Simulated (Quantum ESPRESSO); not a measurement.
**Fields calculation, with input and output: TaN**

The run: fields calculation of TaN (6 atoms in the cell). Method and program: Kohn-Sham DFT of a periodic cell, PBE with rVV10, GBRV 1.5 LDA, no spin polarisation (Quantum ESPRESSO 7.5).

The structure derives from an entry of the Crystallography Open Database.

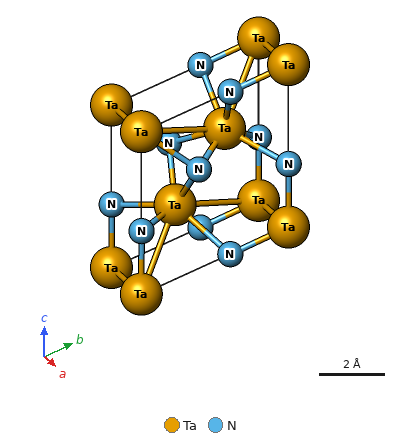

Fig. 1: The input geometry (ball-and-stick view of the cell of the calculation, set on other vectors, seen slightly off an axis). An atom can appear more than once, as a periodic image.

**Summary**

- outcome: converged
- space group (tolerance 0.01 Å): P1 (1)
- electrons treated: 54
- free energy: −6632.4682 eV
- Fermi energy: 19.883 eV
- gap on the k-point mesh: none (metallic)
- pressure: 28.85 GPa
- largest force (length of the vector): 4.154 eV/Å
- hardware: 1 thread of Intel Xeon (Sapphire Rapids), 16 GiB of memory available, shared host
- wall time: 4.7 min
- peak memory: 0.57 GiB

Further notes kept with the run: potentials made for another functional; rVV10 parameter b fitted to another functional. Notes on the run: negative rho. Points of doubt noted for this run: potentials made for another functional; rvv10 parameter b fitted to another functional. Spin–orbit coupling is left out, which matters for Ta.

**Input**
```
&CONTROL
  calculation = 'scf'
  prefix = 'pwscf'
  outdir = './tmp'
  pseudo_dir = './pseudo'
  tprnfor = .true.
  tstress = .true.
  disk_io = 'low'
/
&SYSTEM
  ibrav = 0
  nat = 6
  ntyp = 2
  ecutwfc = 45
  ecutrho = 360
  nbnd = 37
  input_dft = 'sla+pw+pbx+pbc+vv10'
  occupations = 'smearing'
  smearing = 'mp'
  degauss = 0.00367493
/
&ELECTRONS
  conv_thr = 1.2d-09
  electron_maxstep = 120
  mixing_beta = 0.5
/
ATOMIC_SPECIES
Ta   180.9479 ta_lda_v1.uspp.F.UPF
N     14.0070 n_lda_v1.2.uspp.F.UPF
CELL_PARAMETERS angstrom
   5.4729395300    0.1600833800   -0.6205894900
  -2.5978334900    4.2247202600    0.6461108000
  -0.3476781600    0.2172420100    2.8820643900
ATOMIC_POSITIONS crystal
Ta     0.3341943600    0.6667031300    0.4993389800
Ta     0.6662794900    0.3338462500    0.5021276400
Ta     0.9970789400    0.9964812000    0.9991599900
N      0.3906116900    0.9996569200    0.9968043700
N      0.6095471400    0.6077258100    0.9983751800
N      0.0022883800    0.3955867000    0.0041938400
K_POINTS automatic
6 6 9 0 0 0
```

**File pp_density.in**
```
&INPUTPP
  prefix = 'pwscf'
  outdir = './tmp'
  filplot = 'density.dat'
  plot_num = 0
/
&PLOT
  nfile = 1
  filepp(1) = 'density.dat'
  iflag = 3
  output_format = 6
  fileout = 'density.cube'
/
```

**File pp_potential.in**
```
&INPUTPP
  prefix = 'pwscf'
  outdir = './tmp'
  filplot = 'potential.dat'
  plot_num = 11
/
&PLOT
  nfile = 1
  filepp(1) = 'potential.dat'
  iflag = 3
  output_format = 6
  fileout = 'potential.cube'
/
```

**File pp_potential_ks.in**
```
&INPUTPP
  prefix = 'pwscf'
  outdir = './tmp'
  filplot = 'potential_ks.dat'
  plot_num = 1
/
&PLOT
  nfile = 1
  filepp(1) = 'potential_ks.dat'
  iflag = 3
  output_format = 6
  fileout = 'potential_ks.cube'
/
```

Launch command:
```bash
OMP_NUM_THREADS=1 pw.x -in pw.in > pw.out
OMP_NUM_THREADS=1 pp.x -in pp_density.in > pp_density.out
OMP_NUM_THREADS=1 pp.x -in pp_potential.in > pp_potential.out
OMP_NUM_THREADS=1 pp.x -in pp_potential_ks.in > pp_potential_ks.out
```

**What the program printed**
```
This program is part of the open-source Quantum ESPRESSO suite
     for quantum simulation of materials; please cite
         "P. Giannozzi et al., J. Phys.:Condens. Matter 21 395502 (2009);
         "P. Giannozzi et al., J. Phys.:Condens. Matter 29 465901 (2017);
         "P. Giannozzi et al., J. Chem. Phys. 152 154105 (2020);
          URL
     in publications or presentations arising from this work. More details at

     IMPORTANT: XC functional enforced from input :
     Exchange-correlation= SLA+PW+PBX+PBC+VV10
                           (   1   4   3   4  26   0   0)
     Any further DFT definition will be discarded
     Please, verify this is what you really want

     G-vector sticks info
     --------------------
     sticks:   dense  smooth     PW     G-vecs:    dense   smooth      PW
     Sum        2433    1219    385                51755    18303    3267

     Using Slab Decomposition

     bravais-lattice index     =            0
     lattice parameter (alat)  =      10.4130  a.u.
     unit-cell volume          =     448.5695 (a.u.)^3
     number of atoms/cell      =            6
     number of atomic types    =            2
     number of electrons       =        54.00
     number of Kohn-Sham states=           37
     kinetic-energy cutoff     =      45.0000  Ry
     charge density cutoff     =     360.0000  Ry
     scf convergence threshold =      1.2E-09
     mixing beta               =       0.5000
     number of iterations used =            8  plain     mixing
     Exchange-correlation= SLA+PW+PBX+PBC+VV10
                           (   1   4   3   4  26   0   0)

     celldm(1)=  10.413030  celldm(2)=   0.000000  celldm(3)=   0.000000
     celldm(4)=   0.000000  celldm(5)=   0.000000  celldm(6)=   0.000000

     crystal axes: (cart. coord. in units of alat)
               a(1) = (   0.993213   0.029051  -0.112623 )
               a(2) = (  -0.471447   0.766690   0.117254 )
               a(3) = (  -0.063096   0.039424   0.523029 )

     reciprocal axes: (cart. coord. in units 2 pi/alat)
               b(1) = (  0.997726  0.602047  0.074980 )
               b(2) = ( -0.049423  1.289697 -0.103176 )
               b(3) = (  0.225918 -0.159491  1.951217 )

     PseudoPot. # 1 for Ta read from file:
     ta_lda_v1.uspp.F.UPF
     Pseudo is Ultrasoft + core correction, Zval = 13.0
     Generated by new atomic code, or converted to UPF format
     Using radial grid of  921 points,  7 beta functions with:
                l(1) =   0
                l(2) =   0
                l(3) =   1
                l(4) =   1
                l(5) =   2
                l(6) =   2
                l(7) =   3
     Q(r) pseudized with  6 coefficients,  rinner =    1.300   1.300   1.300
                                                       1.300   1.300   1.300
                                                       1.300

     PseudoPot. # 2 for N  read from file:
     n_lda_v1.2.uspp.F.UPF
     Pseudo is Ultrasoft + core correction, Zval =  5.0
     Generated by new atomic code, or converted to UPF format
     Using radial grid of  729 points,  4 beta functions with:
                l(1) =   0
                l(2) =   0
                l(3) =   1
                l(4) =   1
     Q(r) pseudized with  8 coefficients,  rinner =    0.900   0.900   0.900

     atomic species   valence    mass     pseudopotential
     Ta               13.00   180.94790     Ta( 1.00)
     N                 5.00    14.00700     N ( 1.00)

     No symmetry found

   Cartesian axes

     site n.     atom                  positions (alat units)
         1        Ta     tau(   1) = (  -0.0138952   0.5405495   0.3017045  )
         2        Ta     tau(   2) = (   0.4726845   0.2951090   0.2267338  )
         3        Ta     tau(   3) = (   0.4574809   0.8323500   0.5271372  )
         4        N      tau(   4) = (  -0.1462188   0.8170731   0.5945795  )
         5        N      tau(   5) = (   0.2559064   0.5230058   0.5247884  )
         6        N      tau(   6) = (  -0.1844900   0.3035241   0.0483200  )

     number of k points=   164  Methfessel-Paxton smearing, width (Ry)=  0.0037

     Number of k-points >= 100: set verbosity='high' to print them.

     Dense  grid:    51755 G-vectors     FFT dimensions: (  64,  60,  36)

     Smooth grid:    18303 G-vectors     FFT dimensions: (  45,  45,  24)

     Initial potential from superposition of free atoms

     starting charge      53.9973, renormalised to      54.0000

     negative rho (up, down):  2.765E-01 0.000E+00

Carrying out rVV10 run using the following parameters:
Nqs =      20    Nr_points =    1024   r_max =   100.000
b_value =  6.30000    beta =  0.00901
     q_mesh =  0.00010000  0.00030000  0.00058939  0.00100810
               0.00161396  0.00249058  0.00375900  0.00559430
               0.00824984  0.01209221  0.01765183  0.02569619
               0.03733578  0.05417739  0.07854596  0.11380545
               0.16482331  0.23864234  0.34545298  0.50000000

Gradients computed in Reciprocal space

     Starting wfcs are   51 randomized atomic wfcs

     Self-consistent Calculation

     iteration #  1     ecut=    45.00 Ry     beta= 0.50
     Davidson diagonalization with overlap
     ethr =  1.00E-02,  avg # of iterations =  2.0

     negative rho (up, down):  2.849E-01 0.000E+00

     total energy              =    -486.68467451 Ry
     estimated scf accuracy    <       2.10078138 Ry

     iteration #  2     ecut=    45.00 Ry     beta= 0.50
     Davidson diagonalization with overlap
     ethr =  3.89E-03,  avg # of iterations =  2.5

     negative rho (up, down):  2.885E-01 0.000E+00

     total energy              =    -487.29908459 Ry
     estimated scf accuracy    <       0.98355558 Ry

     iteration #  3     ecut=    45.00 Ry     beta= 0.50
     Davidson diagonalization with overlap
     ethr =  1.82E-03,  avg # of iterations =  2.0

     negative rho (up, down):  2.901E-01 0.000E+00

     total energy              =    -487.46658356 Ry
     estimated scf accuracy    <       0.04753863 Ry

     iteration #  4     ecut=    45.00 Ry     beta= 0.50
     Davidson diagonalization with overlap
     ethr =  8.80E-05,  avg # of iterations =  3.4

     negative rho (up, down):  2.939E-01 0.000E+00

     total energy              =    -487.47646481 Ry
     estimated scf accuracy    <       0.00966245 Ry

     iteration #  5     ecut=    45.00 Ry     beta= 0.50
     Davidson diagonalization with overlap
     ethr =  1.79E-05,  avg # of iterations =  5.2

     negative rho (up, down):  2.948E-01 0.000E+00

     total energy              =    -487.47720375 Ry
     estimated scf accuracy    <       0.00084971 Ry

     iteration #  6     ecut=    45.00 Ry     beta= 0.50
     Davidson diagonalization with overlap
     c_bands:  1 eigenvalues not converged
     ethr =  1.57E-06,  avg # of iterations =  5.8

     negative rho (up, down):  2.950E-01 0.000E+00

     total energy              =    -487.47736808 Ry
     estimated scf accuracy    <       0.00032052 Ry

     iteration #  7     ecut=    45.00 Ry     beta= 0.50
     Davidson diagonalization with overlap
     ethr =  5.94E-07,  avg # of iterations =  2.0

     negative rho (up, down):  2.953E-01 0.000E+00

     total energy              =    -487.47742304 Ry
     estimated scf accuracy    <       0.00000761 Ry

     iteration #  8     ecut=    45.00 Ry     beta= 0.50
     Davidson diagonalization with overlap
     ethr =  1.41E-08,  avg # of iterations =  2.5

     negative rho (up, down):  2.953E-01 0.000E+00

     total energy              =    -487.47742411 Ry
     estimated scf accuracy    <       0.00000220 Ry

     iteration #  9     ecut=    45.00 Ry     beta= 0.50
     Davidson diagonalization with overlap
     ethr =  4.08E-09,  avg # of iterations =  2.0

     negative rho (up, down):  2.953E-01 0.000E+00

     total energy              =    -487.47742445 Ry
     estimated scf accuracy    <       0.00000036 Ry

     iteration # 10     ecut=    45.00 Ry     beta= 0.50
     Davidson diagonalization with overlap
     ethr =  6.69E-10,  avg # of iterations =  2.0

     negative rho (up, down):  2.953E-01 0.000E+00

     total energy              =    -487.47742450 Ry
     estimated scf accuracy    <       0.00000005 Ry

     iteration # 11     ecut=    45.00 Ry     beta= 0.50
     Davidson diagonalization with overlap
     ethr =  8.75E-11,  avg # of iterations =  2.1

     negative rho (up, down):  2.953E-01 0.000E+00

     total energy              =    -487.47742451 Ry
     estimated scf accuracy    <       0.00000001 Ry

     iteration # 12     ecut=    45.00 Ry     beta= 0.50
     Davidson diagonalization with overlap
     ethr =  2.14E-11,  avg # of iterations =  2.0

     negative rho (up, down):  2.953E-01 0.000E+00

     End of self-consistent calculation

     Number of k-points >= 100: set verbosity='high' to print the bands.

     the Fermi energy is    19.8833 ev

!    total energy              =    -487.47742451 Ry
     estimated scf accuracy    <          8.8E-10 Ry
     smearing contrib. (-TS)   =       0.00003010 Ry
     internal energy E=F+TS    =    -487.47745461 Ry

     The total energy is F=E-TS. E is the sum of the following terms:
     one-electron contribution =     -36.62928548 Ry
     hartree contribution      =      52.59710074 Ry
     xc contribution           =    -143.99685253 Ry
     ewald contribution        =    -359.44841735 Ry

     convergence has been achieved in  12 iterations

     negative rho (up, down):  2.953E-01 0.000E+00

     Forces acting on atoms (cartesian axes, Ry/au):

     atom    1 type  1   force =    -0.06002267   -0.11315900    0.07321748
     atom    2 type  1   force =     0.06384459   -0.10188345    0.10793253
     atom    3 type  1   force =     0.04239082   -0.02427908   -0.00580301
     atom    4 type  2   force =    -0.04123383    0.10359161   -0.10520452
     atom    5 type  2   force =    -0.02061045    0.09929897   -0.09311119
     atom    6 type  2   force =     0.01563155    0.03643095    0.02296871

     Total force =     0.307974     Total SCF correction =     0.000104

     Computing stress (Cartesian axis) and pressure

     negative rho (up, down):  2.953E-01 0.000E+00
          total   stress  (Ry/bohr**3)                   (kbar)     P=      288.45
   0.00079430  -0.00131097   0.00287877          116.85     -192.85      423.48
  -0.00131097   0.00256849  -0.00263993         -192.85      377.84     -388.35
   0.00287877  -0.00263993   0.00251974          423.48     -388.35      370.67

=------------------------------------------------------------------------------=
   JOB DONE.
=------------------------------------------------------------------------------=
```

**File pp_density.out**
```
This program is part of the open-source Quantum ESPRESSO suite
     for quantum simulation of materials; please cite
         "P. Giannozzi et al., J. Phys.:Condens. Matter 21 395502 (2009);
         "P. Giannozzi et al., J. Phys.:Condens. Matter 29 465901 (2017);
         "P. Giannozzi et al., J. Chem. Phys. 152 154105 (2020);
          URL
     in publications or presentations arising from this work. More details at

     ./tmp/pwscf.save/

     IMPORTANT: XC functional enforced from input :
     Exchange-correlation= PBE-VV10
                           (   0   0   3   4  26   0   0)
     Any further DFT definition will be discarded
     Please, verify this is what you really want

     G-vector sticks info
     --------------------
     sticks:   dense  smooth     PW     G-vecs:    dense   smooth      PW
     Sum        2433    1219    385                51755    18303    3267

     Using Slab Decomposition

     negative rho (up, down):  2.953E-01 0.000E+00

Carrying out rVV10 run using the following parameters:
Nqs =      20    Nr_points =    1024   r_max =   100.000
b_value =  6.30000    beta =  0.00901
     q_mesh =  0.00010000  0.00030000  0.00058939  0.00100810
               0.00161396  0.00249058  0.00375900  0.00559430
               0.00824984  0.01209221  0.01765183  0.02569619
               0.03733578  0.05417739  0.07854596  0.11380545
               0.16482331  0.23864234  0.34545298  0.50000000

Gradients computed in Reciprocal space

     Calling punch_plot, plot_num =   0
     Writing data to file  density.dat
     Reading data from file  density.dat

     Writing data to be plotted to file density.cube
     Plot Type: 3D                     Output format: Gaussian cube

=------------------------------------------------------------------------------=
   JOB DONE.
=------------------------------------------------------------------------------=
```

**File pp_potential.out**
```
This program is part of the open-source Quantum ESPRESSO suite
     for quantum simulation of materials; please cite
         "P. Giannozzi et al., J. Phys.:Condens. Matter 21 395502 (2009);
         "P. Giannozzi et al., J. Phys.:Condens. Matter 29 465901 (2017);
         "P. Giannozzi et al., J. Chem. Phys. 152 154105 (2020);
          URL
     in publications or presentations arising from this work. More details at

     ./tmp/pwscf.save/

     IMPORTANT: XC functional enforced from input :
     Exchange-correlation= PBE-VV10
                           (   0   0   3   4  26   0   0)
     Any further DFT definition will be discarded
     Please, verify this is what you really want

     G-vector sticks info
     --------------------
     sticks:   dense  smooth     PW     G-vecs:    dense   smooth      PW
     Sum        2433    1219    385                51755    18303    3267

     Using Slab Decomposition

     negative rho (up, down):  2.953E-01 0.000E+00

Carrying out rVV10 run using the following parameters:
Nqs =      20    Nr_points =    1024   r_max =   100.000
b_value =  6.30000    beta =  0.00901
     q_mesh =  0.00010000  0.00030000  0.00058939  0.00100810
               0.00161396  0.00249058  0.00375900  0.00559430
               0.00824984  0.01209221  0.01765183  0.02569619
               0.03733578  0.05417739  0.07854596  0.11380545
               0.16482331  0.23864234  0.34545298  0.50000000

Gradients computed in Reciprocal space

     Calling punch_plot, plot_num =  11
     Writing data to file  potential.dat
     Reading data from file  potential.dat

     Writing data to be plotted to file potential.cube
     Plot Type: 3D                     Output format: Gaussian cube

=------------------------------------------------------------------------------=
   JOB DONE.
=------------------------------------------------------------------------------=
```

**File pp_potential_ks.out**
```
This program is part of the open-source Quantum ESPRESSO suite
     for quantum simulation of materials; please cite
         "P. Giannozzi et al., J. Phys.:Condens. Matter 21 395502 (2009);
         "P. Giannozzi et al., J. Phys.:Condens. Matter 29 465901 (2017);
         "P. Giannozzi et al., J. Chem. Phys. 152 154105 (2020);
          URL
     in publications or presentations arising from this work. More details at

     ./tmp/pwscf.save/

     IMPORTANT: XC functional enforced from input :
     Exchange-correlation= PBE-VV10
                           (   0   0   3   4  26   0   0)
     Any further DFT definition will be discarded
     Please, verify this is what you really want

     G-vector sticks info
     --------------------
     sticks:   dense  smooth     PW     G-vecs:    dense   smooth      PW
     Sum        2433    1219    385                51755    18303    3267

     Using Slab Decomposition

     negative rho (up, down):  2.953E-01 0.000E+00

Carrying out rVV10 run using the following parameters:
Nqs =      20    Nr_points =    1024   r_max =   100.000
b_value =  6.30000    beta =  0.00901
     q_mesh =  0.00010000  0.00030000  0.00058939  0.00100810
               0.00161396  0.00249058  0.00375900  0.00559430
               0.00824984  0.01209221  0.01765183  0.02569619
               0.03733578  0.05417739  0.07854596  0.11380545
               0.16482331  0.23864234  0.34545298  0.50000000

Gradients computed in Reciprocal space

     Calling punch_plot, plot_num =   1
     Writing data to file  potential_ks.dat
     Reading data from file  potential_ks.dat

     Writing data to be plotted to file potential_ks.cube
     Plot Type: 3D                     Output format: Gaussian cube

=------------------------------------------------------------------------------=
   JOB DONE.
=------------------------------------------------------------------------------=
```

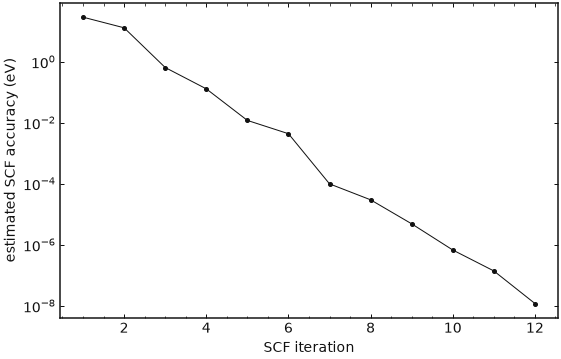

Fig. 2: Convergence of the self-consistent field: estimated SCF accuracy against the iteration. The field takes 12 iterations in all.

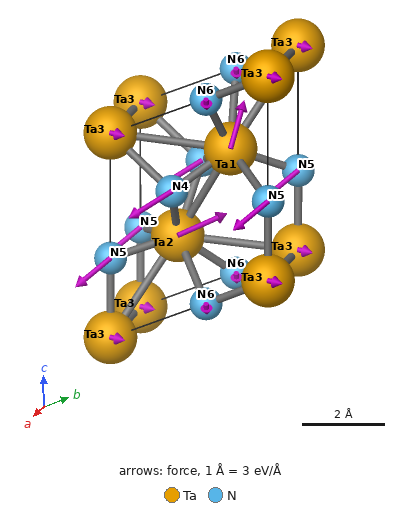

Fig. 3: Forces on the atoms as pink arrows (ball-and-stick view of the cell of the calculation, set on other vectors, seen slightly off an axis; atoms are numbered from 1 in the order of the input). The largest act on Ta2 (4.15 eV/Å); N4 (3.94 eV/Å); Ta1 (3.79 eV/Å); N5 (3.54 eV/Å), among others. The geometry is not a stationary point of this energy.
